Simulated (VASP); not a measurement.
**Geometry relaxation of PtSe2 (part 1 of 2)**

System: PtSe2 (3 atoms in the cell).
Method: Kohn-Sham DFT of a periodic cell, PBE with D3(BJ), VASP PAW PBE potentials, recommended, no spin polarisation (VASP 6.6.1).

The structure derives from an entry of the Crystallography Open Database.

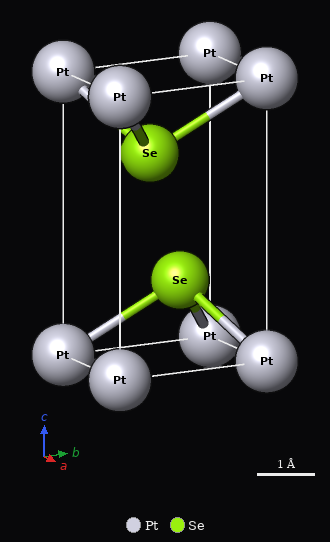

Figure 1. The structure as given in the input (ball-and-stick view of the cell of the calculation, seen slightly off an axis).

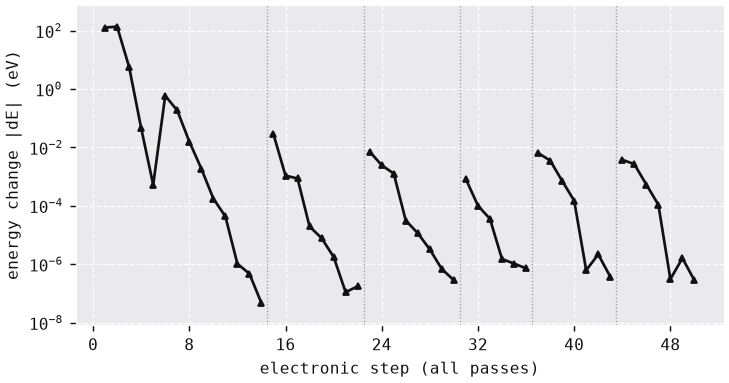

Figure 2. Convergence of the self-consistent field: energy change |dE| against the electronic step. Each stretch between dotted lines is the SCF of one geometry step of a relaxation. The 6 ionic steps take 6 to 14 electronic steps each. The density is held fixed in the first few steps, and dE rises again when its update begins.

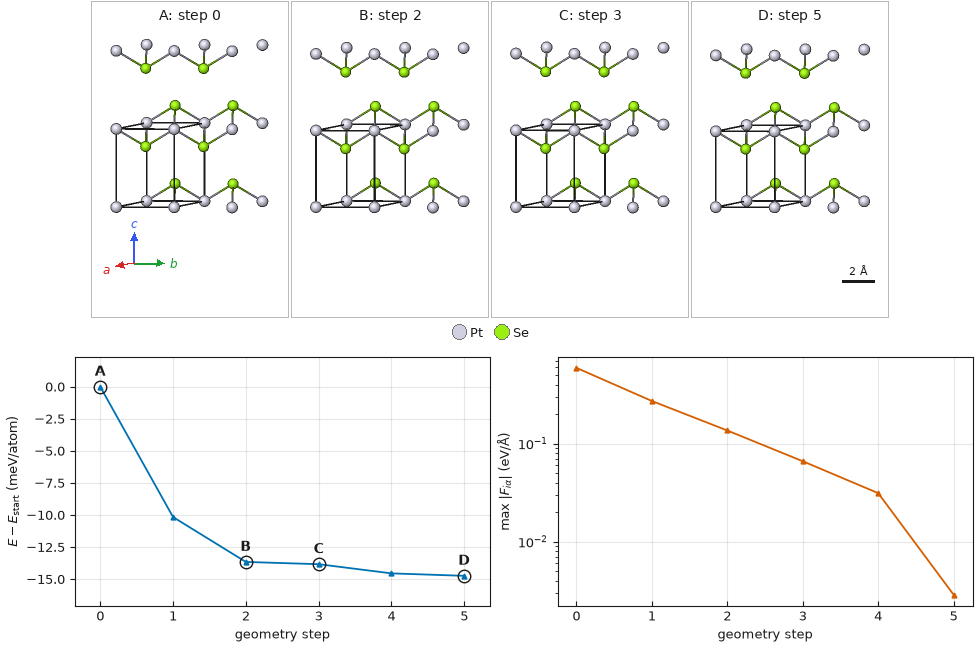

Figure 3. Frames of the relaxation (ball-and-stick view of the cell of the calculation, repeated 1 × 2 × 2, seen at an oblique angle) above the curves, on which the letters mark them (steps are counted from 0).

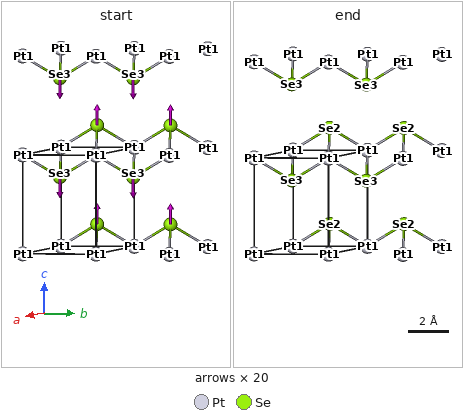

Figure 4. Before (left) and after (right) the relaxation, at one scale (ball-and-stick view of the cell of the calculation, repeated 1 × 2 × 2, seen at an oblique angle). The pink arrows give the displacements (without the part carried along by the change of the cell), magnified 20 times. The largest moves relative to the cell, 0.054 Å, are those of Se2 and Se3. Pt stays in place. The drawn cell changes at constant volume: a = b 3.724 → 3.779 Å (+1.5 %), c 5.062 → 4.915 Å (−2.9 %). Among the contacts that change: Pt1–Se2 2.495 → 2.531 Å. The space group stays P-3m1 (No. 164). The energy falls by 14.7 meV per atom in 5 geometry steps. The largest force component goes from 0.59 to 0.0029 eV/Å. (Atoms are counted from 1 in the order of the input.)

These pictures come from the run below.

INCAR
```
PREC = Accurate ; ENCUT = 600
EDIFF = 1E-6 ; ISMEAR = 0
SIGMA = 0.05 ; LREAL = False
LASPH = True ; NELM = 100
ALGO = Fast ; ISIF = 4
LWAVE = False ; LCHARG = False
GGA = PE ; IVDW = 12
IBRION = 2 ; NSW = 60
EDIFFG = -0.01
```

KPOINTS
```
Automatic mesh
0
Gamma
  10 10 8
```

POSCAR
```
PtSe2
1.0
    3.7240000000      0.0000000000      0.0000000000
   -1.8620000000      3.2250786037      0.0000000000
    0.0000000000      0.0000000000      5.0620000000
Pt Se
1 2
Direct
    0.0000000000      0.0000000000      0.0000000000
    0.3333333333      0.6666666667      0.2500000000
    0.6666666667      0.3333333333      0.7500000000
```

Command:
```bash
cat potpaw_PBE.64/Pt/POTCAR potpaw_PBE.64/Se/POTCAR > POTCAR
mpirun -np 1 vasp_std > vasp.out
```

OSZICAR
```
N       E                     dE             d eps       ncg     rms          rms(c)
DAV:   1     0.128211844679E+03    0.12821E+03   -0.11166E+04  2828   0.146E+03
DAV:   2    -0.927345080810E+01   -0.13749E+03   -0.13452E+03  3626   0.253E+02
DAV:   3    -0.149337652817E+02   -0.56603E+01   -0.56289E+01  3471   0.539E+01
DAV:   4    -0.149795889236E+02   -0.45824E-01   -0.45808E-01  3408   0.530E+00
DAV:   5    -0.149801156382E+02   -0.52671E-03   -0.52671E-03  3569   0.535E-01    0.131E+01
RMM:   6    -0.143899218804E+02    0.59019E+00   -0.39115E+00  2820   0.127E+01    0.772E+00
RMM:   7    -0.142047800045E+02    0.18514E+00   -0.42922E-01  2820   0.485E+00    0.405E+00
RMM:   8    -0.141887658937E+02    0.16014E-01   -0.39694E-02  2820   0.147E+00    0.619E-01
RMM:   9    -0.141868776264E+02    0.18883E-02   -0.94016E-03  2820   0.722E-01    0.136E-01
RMM:  10    -0.141870559701E+02   -0.17834E-03   -0.14713E-03  2826   0.292E-01    0.557E-02
RMM:  11    -0.141870993959E+02   -0.43426E-04   -0.51159E-04  2841   0.148E-01    0.286E-02
RMM:  12    -0.141871004358E+02   -0.10399E-05   -0.97633E-05  2844   0.705E-02    0.182E-02
RMM:  13    -0.141870999625E+02    0.47327E-06   -0.23200E-05  2811   0.297E-02    0.657E-03
RMM:  14    -0.141871000091E+02   -0.46650E-07   -0.39679E-06  2109   0.130E-02
   1 F= -.15618043E+02 E0= -.15617514E+02  d E =-.156180E+02
       N       E                     dE             d eps       ncg     rms          rms(c)
DAV:   1    -0.142155401770E+02   -0.28440E-01   -0.23957E+00  2820   0.967E+00    0.782E-01
RMM:   2    -0.142166267079E+02   -0.10865E-02   -0.79534E-02  2820   0.187E+00    0.344E-01
RMM:   3    -0.142157591522E+02    0.86756E-03   -0.96943E-03  2820   0.703E-01    0.171E-01
RMM:   4    -0.142157787842E+02   -0.19632E-04   -0.19591E-03  2820   0.283E-01    0.768E-02
RMM:   5    -0.142157866131E+02   -0.78289E-05   -0.25671E-04  2828   0.123E-01    0.412E-02
RMM:   6    -0.142157884063E+02   -0.17932E-05   -0.49259E-05  2827   0.517E-02    0.642E-03
RMM:   7    -0.142157885167E+02   -0.11040E-06   -0.11546E-05  2650   0.226E-02    0.414E-03
RMM:   8    -0.142157886926E+02   -0.17585E-06   -0.24870E-06  2015   0.111E-02
   2 F= -.15648512E+02 E0= -.15647770E+02  d E =-.304685E-01
       N       E                     dE             d eps       ncg     rms          rms(c)
DAV:   1    -0.142230160741E+02   -0.72276E-02   -0.39765E+00  2834   0.125E+01    0.100E+00
RMM:   2    -0.142254691508E+02   -0.24531E-02   -0.13323E-01  2820   0.242E+00    0.443E-01
RMM:   3    -0.142241902330E+02    0.12789E-02   -0.15323E-02  2820   0.904E-01    0.232E-01
RMM:   4    -0.142241588713E+02    0.31362E-04   -0.31721E-03  2820   0.364E-01    0.102E-01
RMM:   5    -0.142241704455E+02   -0.11574E-04   -0.42789E-04  2826   0.160E-01    0.535E-02
RMM:   6    -0.142241736577E+02   -0.32122E-05   -0.81146E-05  2828   0.669E-02    0.738E-03
RMM:   7    -0.142241743392E+02   -0.68154E-06   -0.17620E-05  2701   0.284E-02    0.529E-03
RMM:   8    -0.142241746222E+02   -0.28299E-06   -0.40076E-06  2200   0.141E-02
   3 F= -.15659004E+02 E0= -.15658276E+02  d E =-.409602E-01
       N       E                     dE             d eps       ncg     rms          rms(c)
DAV:   1    -0.142249876404E+02   -0.81330E-03   -0.12125E-01  2995   0.220E+00    0.176E-01
RMM:   2    -0.142250898333E+02   -0.10219E-03   -0.39711E-03  2820   0.420E-01    0.776E-02
RMM:   3    -0.142250541307E+02    0.35703E-04   -0.43235E-04  2820   0.154E-01    0.378E-02
RMM:   4    -0.142250556414E+02   -0.15107E-05   -0.92726E-05  2821   0.627E-02    0.154E-02
RMM:   5    -0.142250566984E+02   -0.10570E-05   -0.11912E-05  2787   0.266E-02    0.877E-03
RMM:   6    -0.142250574217E+02   -0.72334E-06   -0.25034E-06  1958   0.116E-02
   4 F= -.15659533E+02 E0= -.15658808E+02  d E =-.414893E-01
       N       E                     dE             d eps       ncg     rms          rms(c)
DAV:   1    -0.142315287918E+02   -0.64721E-02   -0.29099E-01  2876   0.389E+00    0.354E-01
RMM:   2    -0.142279523417E+02    0.35765E-02   -0.85640E-03  2820   0.548E-01    0.181E-01
RMM:   3    -0.142272332011E+02    0.71914E-03   -0.23551E-03  2820   0.324E-01    0.941E-02
RMM:   4    -0.142270826400E+02    0.15056E-03   -0.10399E-03  2820   0.172E-01    0.422E-02
RMM:   5    -0.142270820166E+02    0.62339E-06   -0.10950E-04  2826   0.710E-02    0.118E-02
RMM:   6    -0.142270841876E+02   -0.21710E-05   -0.22405E-05  2825   0.281E-02    0.613E-03
RMM:   7    -0.142270845645E+02   -0.37688E-06   -0.36983E-06  2061   0.111E-02
   5 F= -.15661678E+02 E0= -.15660948E+02  d E =-.214574E-02
       N       E                     dE             d eps       ncg     rms          rms(c)
DAV:   1    -0.142308811802E+02   -0.37970E-02   -0.21733E-01  2890   0.336E+00    0.307E-01
RMM:   2    -0.142282053297E+02    0.26759E-02   -0.63552E-03  2820   0.473E-01    0.156E-01
RMM:   3    -0.142276664088E+02    0.53892E-03   -0.17571E-03  2820   0.279E-01    0.808E-02
RMM:   4    -0.142275569820E+02    0.10943E-03   -0.76669E-04  2820   0.148E-01    0.364E-02
RMM:   5    -0.142275566723E+02    0.30966E-06   -0.81244E-05  2826   0.612E-02    0.102E-02
RMM:   6    -0.142275582844E+02   -0.16121E-05   -0.16654E-05  2726   0.242E-02    0.530E-03
RMM:   7    -0.142275585642E+02   -0.27979E-06   -0.27300E-06  1993   0.957E-03
   6 F= -.15662253E+02 E0= -.15661544E+02  d E =-.272021E-02
```

Parts of OUTCAR
```
PREC = Accurate
   ENCUT = 600
   EDIFF = 1E-6
   ISMEAR = 0
   LREAL = False
   LASPH = True
   NELM = 100
   ISIF = 4
   GGA = PE
   IVDW = 12
   IBRION = 2
   NSW = 60
   EDIFFG = -0.01
 IVDW          = 12
 VDW_S6        =  1.00000000  s6, scaling of the dipole-dipole dispersion
 VDW_S8        =  0.78750002  s8, scaling of the dipole-quadrupole dispersion
 VDW_A1        =  0.42890000  a1, scaling of the critical radii
 VDW_A2        =  4.44070005  a2, offset of the critical radii
 VDW_RADIUS    = 50.20216178  two-body interaction cutoff (in Angstroms)
 VDW_CNRADIUS  = 21.16708996  CN, coordination number cutoff (in Angstroms)

 ion  position               nearest neighbor table
   1  0.000  0.000  0.000-   2 2.49   3 2.49   3 2.49   2 2.49   3 2.49   2 2.49
   2  0.333  0.667  0.250-   1 2.49   1 2.49   1 2.49
   3  0.667  0.333  0.750-   1 2.49   1 2.49   1 2.49

  LATTYP: Found a hexagonal cell.
 ALAT       =     3.7240000000
 C/A-ratio  =     1.3592910849

  Lattice vectors:

 A1 = (   3.7240000000,   0.0000000000,   0.0000000000)
 A2 = (  -1.8620000000,   3.2250786037,   0.0000000000)
 A3 = (   0.0000000000,   0.0000000000,   5.0620000000)

Analysis of symmetry for initial positions (statically):
=====================================================================
 Subroutine PRICEL returns:
 Original cell was already a primitive cell.

 Routine SETGRP: Setting up the symmetry group for a
 hexagonal supercell.

 Subroutine GETGRP returns: Found 12 space group operations
 (whereof 12 operations were pure point group operations)
 out of a pool of 24 trial point group operations.

The static configuration has the point symmetry D_3d.

Analysis of symmetry for dynamics (positions and initial velocities):
=====================================================================
 Subroutine PRICEL returns:
 Original cell was already a primitive cell.

 Routine SETGRP: Setting up the symmetry group for a
 hexagonal supercell.

 Subroutine GETGRP returns: Found 12 space group operations
 (whereof 12 operations were pure point group operations)
 out of a pool of 24 trial point group operations.

The dynamic configuration has the point symmetry D_3d.

 Subroutine INISYM returns: Found 12 space group operations
 (whereof 12 operations are pure point group operations),
 and found     1 'primitive' translations

----------------------------------------------------------------------------------------

                                     Primitive cell

  volume of cell :      60.7956

  direct lattice vectors                    reciprocal lattice vectors
     3.724000000  0.000000000  0.000000000     0.268528464  0.155034981  0.000000000
    -1.862000000  3.225078604  0.000000000     0.000000000  0.310069962  0.000000000
     0.000000000  0.000000000  5.062000000     0.000000000  0.000000000  0.197550375

  length of vectors
     3.724000000  3.724000000  5.062000000     0.310069962  0.310069962  0.197550375

  position of ions in fractional coordinates (direct lattice)
     0.000000000  0.000000000  0.000000000
     0.333333333  0.666666667  0.250000000
     0.666666667  0.333333333  0.750000000

  ion indices of the primitive-cell ions
   primitive index   ion index
                 1           1
                 2           2
                 3           3

----------------------------------------------------------------------------------------

 KPOINTS: Automatic mesh

Automatic generation of k-mesh.
 Grid dimensions read from file:
 generate k-points for:   10   10    8

 Generating k-lattice:

  Cartesian coordinates                     Fractional coordinates (reciprocal lattice)
     0.026852846  0.015503498  0.000000000     0.100000000  0.000000000  0.000000000
     0.000000000  0.031006996  0.000000000     0.000000000  0.100000000  0.000000000
     0.000000000  0.000000000  0.024693797     0.000000000  0.000000000  0.125000000

  Length of vectors
     0.031006996  0.031006996  0.024693797

  Shift w.r.t. Gamma in fractional coordinates (k-lattice)
     0.000000000  0.000000000  0.000000000

 Subroutine IBZKPT returns following result:
 ===========================================

 Found     94 irreducible k-points:

 Following reciprocal coordinates:
            Coordinates               Weight
  0.000000  0.000000  0.000000      1.000000
  0.100000  0.000000  0.000000      6.000000
  0.200000  0.000000  0.000000      6.000000
  0.300000 -0.000000  0.000000      6.000000
  0.400000  0.000000  0.000000      6.000000
  0.500000  0.000000  0.000000      3.000000
  0.100000  0.100000  0.000000      6.000000
  0.200000  0.100000  0.000000     12.000000
  0.300000  0.100000  0.000000     12.000000
  0.400000  0.100000  0.000000     12.000000
  0.200000  0.200000  0.000000      6.000000
  0.300000  0.200000  0.000000     12.000000
  0.400000  0.200000  0.000000      6.000000
  0.300000  0.300000  0.000000      6.000000
  0.000000  0.000000  0.125000      2.000000
  0.100000  0.000000  0.125000      6.000000
  0.000000  0.100000  0.125000      6.000000
  0.200000  0.000000  0.125000      6.000000
  0.000000  0.200000  0.125000      6.000000
  0.300000 -0.000000  0.125000      6.000000
  0.000000  0.300000  0.125000      6.000000
  0.400000  0.000000  0.125000      6.000000
  0.000000  0.400000  0.125000      6.000000
  0.500000  0.000000  0.125000      6.000000
 [... further k-points ...]
   k-points           NKPTS =     94   k-points in BZ     NKDIM =     94   number of bands    NBANDS=     15
   number of dos      NEDOS =    301   number of ions     NIONS =      3
   total plane-waves  NPLWV =  36000
   dimension x,y,z NGX =    30 NGY =   30 NGZ =   40
   dimension x,y,z NGXF=    60 NGYF=   60 NGZF=   80
   ions per type =               1   2
   NGX,Y,Z   is equivalent  to a cutoff of  13.39, 13.39, 13.14 a.u.
   NGXF,Y,Z  is equivalent  to a cutoff of  26.79, 26.79, 26.27 a.u.
 SYSTEM =  unknown system
   PREC   = accura    normal or accurate (medium, high low for compatibility)
   ISTART =      0    job   : 0-new  1-cont  2-samecut
   ICHARG =      2    charge: 1-file 2-atom 10-const
   ISPIN  =      1    spin polarized calculation?
   LNONCOLLINEAR =      F non collinear calculations
   LSORBIT =      F    spin-orbit coupling
   LASPH  =      T    aspherical Exc in radial PAW
   ENCUT  =  600.0 eV  44.10 Ry    6.64 a.u.   7.44  7.44 10.11*2*pi/ulx,y,z
   NELM   =    100;   NELMIN=  2; NELMDL= -5     # of ELM steps
   EDIFF  = 0.1E-05   stopping-criterion for ELM
   LREAL  =      F    real-space projection
   EDIFFG = -.1E-01   stopping-criterion for IOM
   NSW    =     60    number of steps for IOM
   IBRION =      2    ionic relax: 0-MD 1-quasi-New 2-CG
   NFREE  =      1    steps in history (QN), initial steepest desc. (CG)
   ISIF   =      4    stress and relaxation
   ISYM   =      2    0-nonsym 1-usesym 2-fastsym
   POTIM  = 0.5000    time-step for ionic-motion
   TEBEG  =    0.0;   TEEND  =   0.0 temperature during run
   PSTRESS=    0.0 pullay stress
   NELECT =      22.0000    total number of electrons
   NUPDOWN=      -1.0000    fix difference up-down
   EMIN   =  10.00;   EMAX   =-10.00  energy-range for DOS
   EFERMI =   0.00;   METHOD = LEGACY
   ISMEAR =     0;   SIGMA  =   0.05  broadening in eV -4-tet -1-fermi 0-gaus
   EFERMI_NEDOS =   21; number of points for ismear=-14 and -15
   IALGO  =     68    algorithm
   IMIX   =      4    mixing-type and parameters
     AMIX     =   0.40;   BMIX     =  1.00
     AMIX_MAG =   1.60;   BMIX_MAG =  1.00
  volume/ion in A,a.u.               =      20.27       136.76
  Fermi-wavevector in a.u.,A,eV,Ry     =   1.166608  2.204570 18.517184  1.360975
  Thomas-Fermi vector in A             =   2.303119
   LORBIT       =      0    0 simple, 1 ext, 2 COOP (PROOUT), +10 PAW based schemes
   GGA     = PE    functional components
   LHFCALC =     F    Hartree Fock is set to
   AEXX    =    0.0000 exact exchange contribution
   IVDW    =    12    specifies the selected vdW correction
   LEPSILON=     F    determine dielectric tensor
   LRPA    =     F    only Hartree local field effects (RPA)
 conjugate gradient relaxation of ions
 non-spin polarized calculation
 RMM-DIIS sequential band-by-band and
 Gauss-broadening in eV      SIGMA  =   0.05
  energy-cutoff  :      600.00
  volume of cell :       60.80
 maximum number of plane-waves:      2053
 NGX is ok and might be reduce to    30
   NGX = 15   NGY = 15   NGZ = 21

--------------------------------------- Ionic step        1  -------------------------------------------

 number of electron      22.0000000 magnetization

 Free energy of the ion-electron system (eV)
  ---------------------------------------------------
  ext. energy  EPLUGINS =         0.00000000
  ---------------------------------------------------
  free energy    TOTEN  =       -14.18710001 eV

  energy without entropy =      -14.18604220  energy(sigma->0) =      -14.18657111

------------------------ aborting loop because EDIFF is reached ----------------------------------------

 Edisp (eV)   -1.43094

 E8    (eV) :    -0.6140

  FORCE on cell =-STRESS in cart. coord.  units (eV):
  Direction    XX          YY          ZZ          XY          YZ          ZX
  --------------------------------------------------------------------------------------
  -------------------------------------------------------------------------------------
  Total       1.58959     1.58959     0.79512    -0.00000     0.00000     0.00000
  in kB      41.89123    41.89123    20.95408    -0.00000     0.00000     0.00000
  external pressure =       34.91 kB  Pullay stress =        0.00 kB

 VOLUME and BASIS-vectors are now :
```
